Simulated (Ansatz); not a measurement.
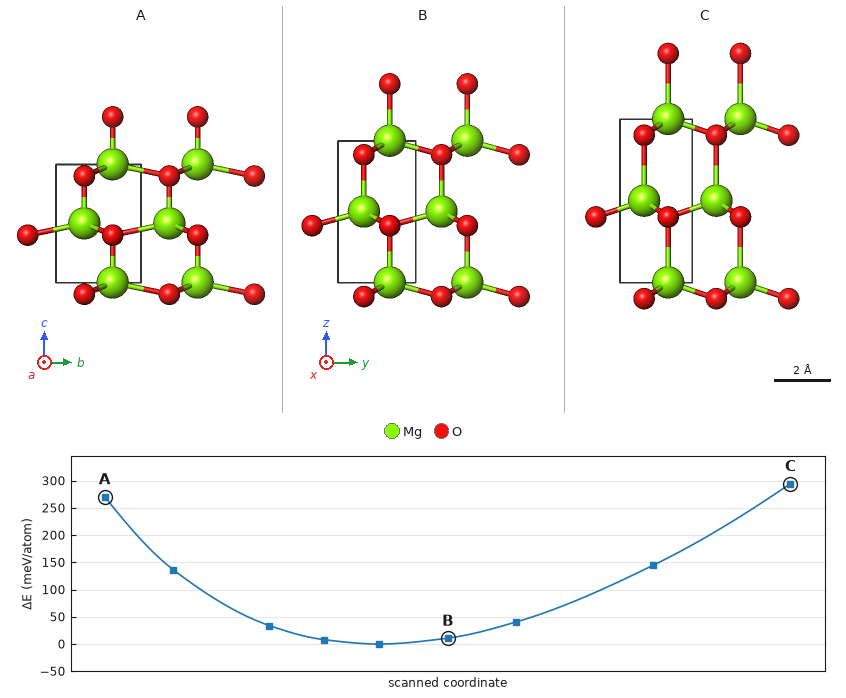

A scan of solid MgO (P6_3mc) along one coordinate. x, y and z are the Cartesian axes of the input. Style: ball-and-stick. Shown: the cell of the calculation, repeated 3 × 2 × 1 with one cell outlined, along the a axis.

Computed with Ansatz 0.2.0, DFT PBEsol, scalar-relativistic, plane waves, PAW. Settings: plane-wave cutoff 420 eV; k-point mesh 9 × 9 × 6; occupations gaussian; smearing width 0.05 eV; no spin polarisation. Energies (free energies at the smearing named) are counted from the cell as listed in its source, which wasn't relaxed.

Question: What is being scanned?

Answer: The ratio of the cell's length along z to its lengths across, counted as 1 for the reference, is changed at fixed volume (a c/a path), with the atoms kept at their fractional coordinates. In the frames the relative ratio is 0.80 (A), 1.05 (B), 1.30 (C). The lowest computed point lies at the relative ratio 1.00 (0.0 meV/atom). The distortion keeps the space group P6_3mc. At the relative ratio 1.30 the cell of the drawing goes a 3.308 → 3.031 Å, b 3.308 → 3.031 Å, c 4.983 → 5.935 Å.
